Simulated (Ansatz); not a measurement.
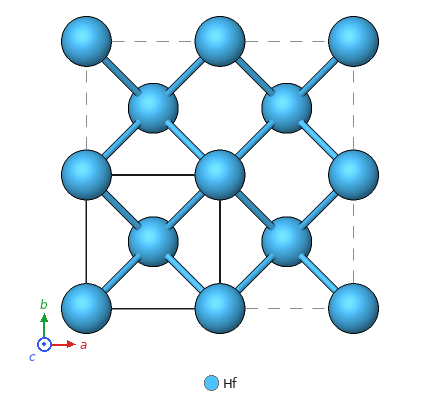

The structure, seen along [001]; the drawing may span several cells.

Given this structure, the input geometry of an electronic-structure calculation (not necessarily at equilibrium); the starting structure was generated, so it need not be a known form of this composition, written in its standard cell:

```
CELL_PARAMETERS angstrom
3.54381 0.00000 0.00000
0.00000 3.54381 0.00000
0.00000 0.00000 3.54381
ATOMIC_POSITIONS crystal
Hf 0.00000 0.00000 0.00000
Hf 0.50000 0.50000 0.50000
```

What does the kinematic electron diffraction pattern along [001] look like at 120 kV (B = 0.5 Å²)?

The spots form a square net with both shortest vectors at d = 2.51 Å, 90.0° apart. They are 1 -1 0 and 1 1 0. The pattern has symmetry 4mm. The lattice centring (I) removes all reflections that break h + k + l = 2n.

Strongest reflections with d > 0.80 Å, one of each family (|F|² from tabulated Gaussian fits of the electron scattering factors, times a small damping for the curvature of the Ewald sphere):

```csv
hkl,d (Å),I (strongest = 100)
1 1 0,2.506,100
2 0 0,1.772,55
2 2 0,1.253,26
3 1 0,1.121,20
4 0 0,0.886,10
3 3 0,0.835,8
```

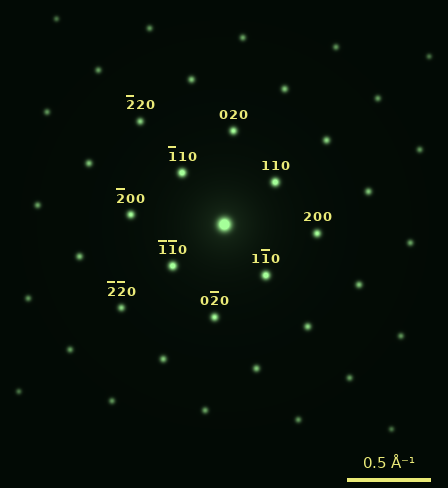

Calculated pattern, seen from the source side with [001] pointing towards the source.
